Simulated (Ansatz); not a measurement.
CuO2: single-point calculation (part 1 of 2)

The run: single-point calculation of CuO2 (Cmcm, 6 atoms in the cell). Method and program: DFT r2SCAN+U, scalar-relativistic, plane waves, PAW, Ueff = 4 eV on Cu d (Ansatz 0.2.0).

The structure derives from a Materials Project entry. The run did not end well. It belongs to a series of runs on one base structure; here: volume fm: 1.18 V/V0. Figures and captions count atoms from 1; the log counts them from 0 in places.

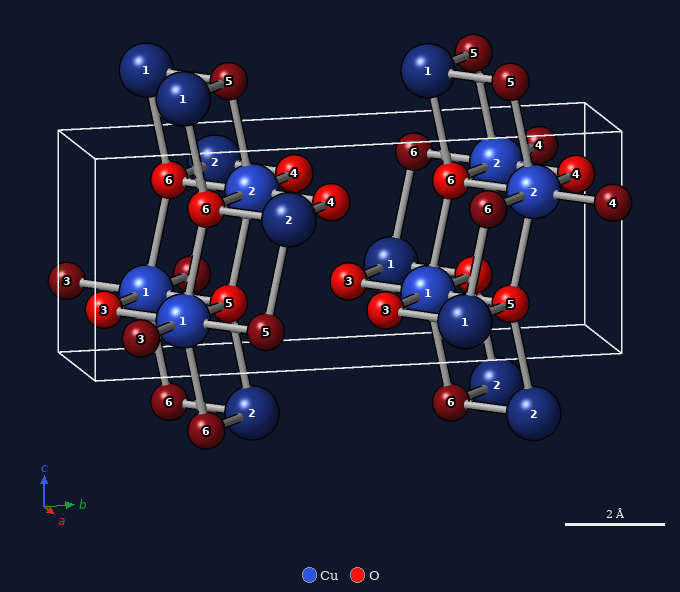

*The structure as given in the input (ball-and-stick view of the cell 2 times as large as that of the calculation, set on its symmetry axes, seen slightly off an axis; neighbours outside the cell are drawn fainter; atoms are numbered from 1 in the order of the input). An atom can appear more than once, as a periodic image.*

Input
```yaml
crystal:
  lattice:
    - [1.4927410729, -5.5063099766, 0.0]
    - [1.4927410729, 5.5063099766, 0.0]
    - [0.0, 0.0, 4.5897908503]
  atoms:
    - { symbol: Cu, position: [0.832747, 0.167253, 0.25], spin: 1.0 }
    - { symbol: Cu, position: [0.167253, 0.832747, 0.75], spin: 1.0 }
    - { symbol: O, position: [0.448514, 0.551486, 0.25] }
    - { symbol: O, position: [0.551486, 0.448514, 0.75] }
    - { symbol: O, position: [0.21103, 0.78897, 0.25] }
    - { symbol: O, position: [0.78897, 0.21103, 0.75] }
basis:
  ecutwfc: 500
kpoints:
  mp_grid: { grid: [14, 14, 8] }
hamiltonian:
  xc: r2scan
  hubbard: { sites: [{ species: Cu, l: d, u_eff: 4.0 }] }
scf:
  occupations: { method: gaussian, width: 0.1 }
output:
  forces: true
  stress: true
  eigenvalues: true
  populations: true
  write_density: true
  write_potential: true
  elf: true
  volumetric_format: npy
magnetization:
  spin_polarized: true
```

Machine: 1 thread of Oxide Virtual Turin-like (Zen 5), 32 GiB of memory available, shared host.

Launch command:
```bash
ansatz run input.yaml --threads 1 --pin off --max-ram 2560MiB --backend cpu --events-out ev --progress --plain --runs-dir out
```

Log
```
Cu: projections on atomic orbitals take those of the free atom [Ne] 3s2 3p6 3d10 4s1, of charge +0.00 (hamiltonian.pseudopotentials.projection_atoms); the dataset's partial waves leave at most 2.0e-6 of an orbital's norm unspanned inside its sphere
O: projections on atomic orbitals take those of the free atom [He] 2s2 2p4, of charge +0.00 (hamiltonian.pseudopotentials.projection_atoms); the dataset's partial waves leave at most 1.9e-8 of an orbital's norm unspanned inside its sphere
Engine: ansatz 0.2.0, x86_64-unknown-linux-gnu
Pseudopotentials: kind: paw
Pseudopotential: Cu, paw, valence charge 19, recommended cutoff 500 eV (meta_gga), Cu.paw.azcp
Pseudopotential: O, paw, valence charge 6, recommended cutoff 500 eV (meta_gga), O.paw.azcp
Functional definition: r2SCAN
  parameter k0 = 0.174
  parameter k1 = 0.065
  parameter a1 = 4.9479
  exchange = r2scan_x(k0 = k0, k1 = k1, a1 = a1)
  correlation = r2scan_c
Crystal: 6 atoms, lattice volume = 75.452 Å³
Basis set: ecut = 500 eV, 1933 PW (Γ), exchange–correlation on 180×180×144 points (64 copies of the dense FFT grid, shifted against one another)
Bands: 39, of which v1, the nominal top of the filled ones, is band 31 counted from 1 (30 counted from 0)
Symmetry: 8 space group operations
Space group: Cmcm (ITA 63), of the structure as read, at distance tolerance 4.2e-5 Å
Magnetic group: BNS 63.457 (UNI 555), of the structure as read, at distance tolerance 4.2e-5 Å
k-points: 285 of 1568
Non-local potential: Cu, projectors of the file, l = 0: 3, l = 1: 2, l = 2: 3, l = 3: 1
Non-local potential: O, projectors of the file, l = 0: 2, l = 1: 2, l = 2: 1
PAW form: soft (Blöchl's): semilocal exchange-correlation on the pseudo side does not see the compensation charge
PAW frozen core: Cu, regenerated for the run's functional (the file was generated under x = pbe(κ = 0.804, μ = 0.2195149727645171), c = pbe(β = 0.06672455060314922))
PAW frozen core: O, regenerated for the run's functional (the file was generated under x = pbe(κ = 0.804, μ = 0.2195149727645171), c = pbe(β = 0.06672455060314922))
PAW one-centre angular grid: Cu, 590 points (default); XC on 160 Gauss nodes
PAW one-centre angular grid: O, 302 points (default); XC on 160 Gauss nodes
Initial density: superposition of atomic densities (chi_scale 0.1, normalization cell, long waves kept (reshape's long-wave potential 0.29 eV rms))
Starting moments: Σ|m| = 2 μB on 2 of 6 sites
Initial wavefunctions: pseudopotential atomic-orbital guess
Functional: x = r2scan, c = r2scan; τ floored in thin density (d = 2e-4 eV/Å³)
```
